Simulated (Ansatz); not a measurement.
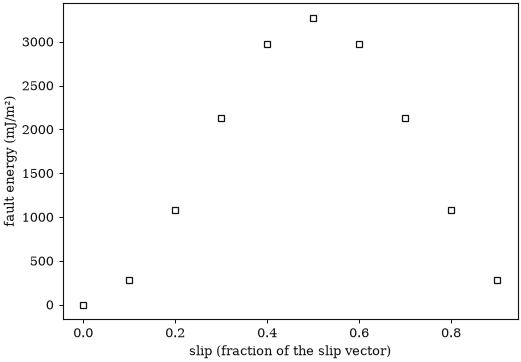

The picture above shows the fault energy against slip for SnO, space group P4/nmm (No. 129).

The given structure:
```
CELL_PARAMETERS angstrom
0.00000 -4.93646 0.00000
0.00000 0.00000 -3.80668
11.42790 0.00000 0.00000
ATOMIC_POSITIONS crystal
Sn 0.76763 0.62500 0.91665
Sn 0.76763 0.62500 0.24998
Sn 0.76763 0.62500 0.58332
Sn 0.23237 0.12500 0.08332
Sn 0.23237 0.12500 0.41665
Sn 0.23237 0.12500 0.74998
O 0.00013 0.12500 0.91665
O 0.00013 0.12500 0.24998
O 0.00013 0.12500 0.58332
O 0.99987 0.62500 0.08332
O 0.99987 0.62500 0.41665
O 0.99987 0.62500 0.74998
```

Computed with Ansatz 0.2.0: rigid slide of a crystal across a plane by tilting cell vector c, one fault a cell, unrelaxed, by plane-wave density functional theory with PAW datasets, free energies less that of the undisturbed cell; scalar-relativistic. Level: r2SCAN, no spin polarisation.

- wave cutoff: 500 eV
- k mesh: 7×9×3
- occupations: Gaussian
- smearing width: 0.03 eV
- k shift: (0, 0, 0) (mesh steps)
- start: relaxed
- height of the cut: 0 (fraction of cell vector c)
- slip vector: (0, 1) (multiples of cell vectors a and b)

The points at slip 0.6, 0.7, 0.8 and 0.9 follow from computed ones by symmetry.

From this curve and the settings, what does the calculation give for the shear traction and gap on the k mesh at the same points?

The shear traction goes from 0.00 GPa at slip 0.0 to −14.78 GPa at 0.9, not monotonically, with a high of 27.11 GPa at 0.3 and a low of −27.11 GPa at 0.7. The gap on the k mesh is zero at slip 0.4, 0.5 and 0.6 and open elsewhere, at most 0.499 eV at 0.0.

```json
{"slip (fraction of the slip vector)": "0.0", "shear traction (GPa)": "0.00", "gap on the k mesh (eV)": "0.499"}
{"slip (fraction of the slip vector)": "0.1", "shear traction (GPa)": "14.78", "gap on the k mesh (eV)": "0.445"}
{"slip (fraction of the slip vector)": "0.2", "shear traction (GPa)": "25.95", "gap on the k mesh (eV)": "0.337"}
{"slip (fraction of the slip vector)": "0.3", "shear traction (GPa)": "27.11", "gap on the k mesh (eV)": "0.149"}
{"slip (fraction of the slip vector)": "0.4", "shear traction (GPa)": "15.50", "gap on the k mesh (eV)": "0.000"}
{"slip (fraction of the slip vector)": "0.5", "shear traction (GPa)": "-0.02", "gap on the k mesh (eV)": "0.000"}
{"slip (fraction of the slip vector)": "0.6", "shear traction (GPa)": "-15.50", "gap on the k mesh (eV)": "0.000"}
{"slip (fraction of the slip vector)": "0.7", "shear traction (GPa)": "-27.11", "gap on the k mesh (eV)": "0.149"}
{"slip (fraction of the slip vector)": "0.8", "shear traction (GPa)": "-25.95", "gap on the k mesh (eV)": "0.337"}
{"slip (fraction of the slip vector)": "0.9", "shear traction (GPa)": "-14.78", "gap on the k mesh (eV)": "0.445"}
```

Caveats: gap closes along the scan on a mesh chosen for the insulator; narrow smearing for a metal; odd k mesh can miss points on the zone edge.
